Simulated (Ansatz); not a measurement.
**What a change does: band-structure calculation on NaCl**

System: NaCl (2 atoms in the cell).
Method of the first run: DFT, PBE, plane waves, PAW, no spin polarisation (Ansatz 0.2.0).

The structure derives from an entry of the Crystallography Open Database. The geometry comes from this level: r2SCAN (a point of a series of strains). Text and figures count atoms from 1; the logs count them from 0 in places.

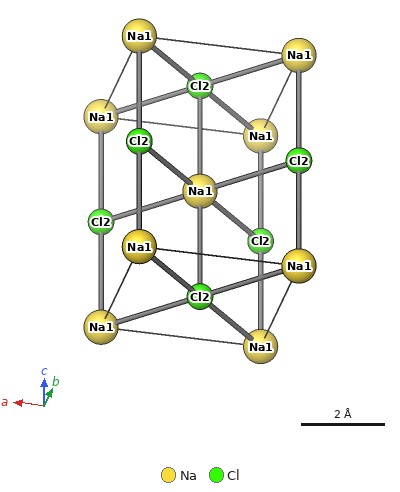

Figure 1. The structure (ball-and-stick view of the cell 2 times as large as that of the calculation, set on its symmetry axes, seen at an oblique angle; atoms are numbered from 1 in the order of the input). Near neighbours in the crystal (not all of them lie inside the picture): Na has 6 Cl at 2.80 to 2.95 Å; Cl has 6 Na at 2.80 to 2.95 Å.

### Input, the first run
```yaml
crystal:
  lattice:
    - [0.0, 2.8027319616, 2.9453910185]
    - [2.8027319616, 0.0, 2.9453910185]
    - [2.8027319616, 2.8027319616, 0.0]
  atoms:
    - { symbol: Na, position: [0.0, 0.0, 0.0] }
    - { symbol: Cl, position: [0.5, 0.5, 0.5] }
kpoints:
  mp_grid: { grid: [8, 8, 8] }
  band_path:
    path:
      - [0.0, 0.0, 0.0]
      - [0.5, 0.0, 0.5]
      - [0.625, 0.25, 0.625]
      - [0.375, 0.375, 0.75]
      - [0.5, 0.5, 0.5]
      - [0.5, 0.25, 0.75]
    npoints: 1
hamiltonian:
  xc: pbe
scf:
  occupations: { method: fermi_dirac, width: 0.02 }
  n_extra_bands: 4
output:
  forces: true
  stress: true
  eigenvalues: true
```

Command:
```bash
ansatz run input.yaml --threads 4 --pin off --max-ram 5529MiB --backend cpu --events-out ev --progress --plain --runs-dir out
```

Hardware: 4 threads of Arm Neoverse V1, 24 GiB of memory available, shared host.

### Output, shortened to warnings, some set-up lines, iterations and results (the first run)
```
Basis set: ecut = 420 eV, 909 PW (Γ), exchange–correlation on 60×60×54 points (8 copies of the dense FFT grid, shifted against one another)
Symmetry: 16 space group operations
k-points: 59 of 512
Initial density: superposition of atomic densities (neutral atoms: chi_scale 0, normalization atom), corrected by the library's trained network
[...]
SCF iter   1: F=—  HF=-2569.547336 eV  |F-HF|=—  |Δ(HF+E_count)|=         —  Δρ=8.58e-4  dr2=4.71e-4  ethr=1.77e-3  ⟨swp⟩=6.0  Hψ=4155  notcnv=0
SCF iter   2: F=—  HF=-2569.547398 eV  |F-HF|=—  |Δ(HF+E_count)|=   6.19e-5  Δρ=9.87e-4  dr2=6.91e-4  ethr=2.94e-6  ⟨swp⟩=2.0  Hψ=1709  notcnv=0
SCF iter   3: F=—  HF=-2569.547215 eV  |F-HF|=—  |Δ(HF+E_count)|=   1.82e-4  Δρ=4.95e-4  dr2=1.80e-4  ethr=2.94e-6  ⟨swp⟩=2.0  Hψ=795  notcnv=0
SCF iter   4: F=—  HF=-2569.547160 eV  |F-HF|=—  |Δ(HF+E_count)|=   5.50e-5  Δρ=1.59e-4  dr2=1.90e-5  ethr=1.12e-6  ⟨swp⟩=2.1  Hψ=844  notcnv=0
SCF iter   5: F=—  HF=-2569.547168 eV  |F-HF|=—  |Δ(HF+E_count)|=   7.30e-6  Δρ=2.82e-5  dr2=5.60e-7  ethr=1.19e-7  ⟨swp⟩=2.0  Hψ=925  notcnv=0
SCF iter   6: F=—  HF=-2569.547167 eV  |F-HF|=—  |Δ(HF+E_count)|=   3.71e-8  Δρ=2.23e-5  dr2=3.84e-7  ethr=3.50e-9  ⟨swp⟩=1.0  Hψ=708  notcnv=0
SCF iter   7: F=-2569.547167 eV  HF=-2569.547167 eV  |F-HF|=5.25e-8  |Δ(HF+E_count)|=   1.01e-7  Δρ=9.78e-6  dr2=7.20e-8  ethr=6.25e-10  ⟨swp⟩=2.4  Hψ=2371  notcnv=0
SCF 1 converged in 7 iterations: F = -2569.547167 eV  dr2 = 7.20e-8
NSCF: frozen V_eff on 6 k-points
SCF converged after 7 iterations
Free energy (F): -2569.547167 eV
Harris-Foulkes:  -2569.547167 eV  (|F-HF|=5.25e-8)
Internal energy: -2569.547167 eV  (E = F + TS)
E sigma→0 (E₀):  -2569.547167 eV
Fermi energy:    3.386516 eV
--- Per-component energies (eV) ---
  E_band       = -238.506497
  E_kinetic    = 282.827348
  E_local      = -1546.524932  (includes V_loc(G=0)·N_el)
  E_nonlocal   = 143.532070
  E_hartree    = 545.836119
  E_xc         = -146.975939
  E_vxc        = -173.226432  (∫ρ·V_xc dr)
  E_paw        = -922.537831  (= ΣΔE_a)
  E_vpaw       = -36.790980  (= ΣTr[D̂ρ^β])
  E_aug_tail   = 0.000064  (compensation charges beyond the density's cutoff)
  E_ewald      = -925.704065
  E_smearing   = -0.000000  (= −TS)
  E_closure    = -0.000000  (closes the sum)
  Σ components = -2569.547167   (vs F -2569.547167, Δ=0.00e0)
--- Forces (eV/Å), atoms counted from 1 ---
  atom   1  Na     0.00000000     0.00000000     0.00000000
  atom   2  Cl     0.00000000     0.00000000     0.00000000
  max |Σ_I F_I| component: 7.89e-30 eV/Å
--- Stress (GPa, compression-positive) ---
        0.634582       0.000000       0.000000
        0.000000       0.634582       0.000000
        0.000000      -0.000000      -0.961809
  P = ⅓ Tr σ = 0.1025 GPa (1.025 kbar)
```

The input of the second run differs as follows (lines with − go, lines with + come):
```diff
-  xc: pbe
+  xc: r2scan
-  occupations: { method: fermi_dirac, width: 0.02 }
+  occupations: { method: fixed }
```

Predict how the results change.

The total energies belong to different methods, so their difference says nothing on which is more stable or more accurate. The gap on the mesh goes from 4.97 to 5.75 eV. The pressure goes from 0.10 to −1.04 GPa. The functional changes from PBE to r2SCAN. The SCF takes 6 iterations against 7. The default cutoff goes from 420 to 500 eV with the change. The plane waves at Γ go from 909 to 1179.

### Output, shortened to warnings, some set-up lines, iterations and results (the second run)
```
Basis set: ecut = 500 eV, 1179 PW (Γ), exchange–correlation on 120×120×120 points (64 copies of the dense FFT grid, shifted against one another)
Symmetry: 16 space group operations
k-points: 59 of 512
Initial density: superposition of atomic densities (neutral atoms: chi_scale 0, normalization atom), corrected by the library's trained network
[...]
SCF iter   1: F=—  HF=-2576.302273 eV  |F-HF|=—  |Δ(HF+E_count)|=         —  Δρ=7.05e-3  dr2=1.03e-2  dr2_τ=1.65e-3  ethr=1.77e-3  ⟨swp⟩=4.7  Hψ=3653  notcnv=0  defer=109
SCF iter   2: F=—  HF=-2576.310891 eV  |F-HF|=—  |Δ(HF+E_count)|=   8.62e-3  Δρ=1.92e-3  dr2=8.74e-4  dr2_τ=2.14e-4  ethr=6.45e-5  ⟨swp⟩=2.4  Hψ=1814  notcnv=0  defer=113
SCF iter   3: F=—  HF=-2576.311036 eV  |F-HF|=—  |Δ(HF+E_count)|=   1.46e-4  Δρ=6.15e-4  dr2=1.06e-4  dr2_τ=1.81e-5  ethr=5.46e-6  ⟨swp⟩=2.9  Hψ=1287  notcnv=0  defer=117
SCF iter   4: F=—  HF=-2576.311047 eV  |F-HF|=—  |Δ(HF+E_count)|=   1.13e-5  Δρ=2.62e-4  dr2=1.19e-5  dr2_τ=1.74e-6  ethr=6.62e-7  ⟨swp⟩=2.1  Hψ=895  notcnv=0  defer=81
SCF iter   5: F=—  HF=-2576.311058 eV  |F-HF|=—  |Δ(HF+E_count)|=   1.08e-5  Δρ=1.33e-5  dr2=4.86e-8  dr2_τ=9.74e-9  ethr=7.45e-8  ⟨swp⟩=3.0  Hψ=1180  notcnv=0
SCF iter   6: F=-2576.311058 eV  HF=-2576.311058 eV  |F-HF|=2.25e-9  |Δ(HF+E_count)|=   1.44e-8  Δρ=2.54e-6  dr2=3.93e-9  dr2_τ=2.13e-10  ethr=3.04e-10  ⟨swp⟩=4.0  Hψ=3632  …
SCF 1 converged in 6 iterations: F = -2576.311058 eV  dr2 = 3.93e-9
NSCF: frozen V_eff on 6 k-points
SCF converged after 6 iterations
Free energy (F): -2576.311058 eV
Harris-Foulkes:  -2576.311058 eV  (|F-HF|=2.25e-9)
Internal energy: -2576.311058 eV  (E = F + TS)
E sigma→0 (E₀):  -2576.311058 eV
Fermi energy:    0.463777 eV
--- Per-component energies (eV) ---
  E_band       = -254.254259
  E_kinetic    = 282.357891
  E_local      = -1548.446372  (includes V_loc(G=0)·N_el)
  E_nonlocal   = 144.138250
  E_hartree    = 547.434465
  E_xc         = -141.571387
  E_vxc        = -191.092547  (∫ρ·V_xc dr)
  E_paw        = -934.357193  (= ΣΔE_a)
  E_vpaw       = -48.314583  (= ΣTr[D̂ρ^β])
  E_aug_tail   = 0.000028  (compensation charges beyond the density's cutoff)
  E_vtau       = 12.234967  (kinetic-family band-sum trace: ∫τ·v_τ [+ j·A + Jᵃ·Aᵃ] dr)
  E_ewald      = -925.704065
  E_core_change = -0.162674  (= ΣΔE_core)
  E_smearing   = -0.000000  (= −TS)
  E_closure    = -0.000000  (closes the sum)
  Σ components = -2576.311058   (vs F -2576.311058, Δ=0.00e0)
--- Forces (eV/Å), atoms counted from 1 ---
  atom   1  Na     0.00000000    -0.00000000    -0.00000000
  atom   2  Cl     0.00000000     0.00000000     0.00000000
  max |Σ_I F_I| component: 7.89e-30 eV/Å
--- Stress (GPa, compression-positive) ---
       -0.493783       0.000000       0.000000
        0.000000      -0.493783       0.000000
        0.000000      -0.000000      -2.131468
  P = ⅓ Tr σ = -1.0397 GPa (-10.397 kbar)
```

### The two runs side by side

```csv
quantity,the first run,the second run
outcome,converged,converged
free energy per atom (eV),−1284.7736,−1288.1555
gap on the mesh (eV),4.97,5.75
pressure (GPa),0.10,−1.04
largest force (eV/Å),0.000,0.000
SCF iterations,7,6
irreducible k-points,59,59
plane waves at Γ,909,1179
wall time (shared host),0.8 s,1.6 s
```
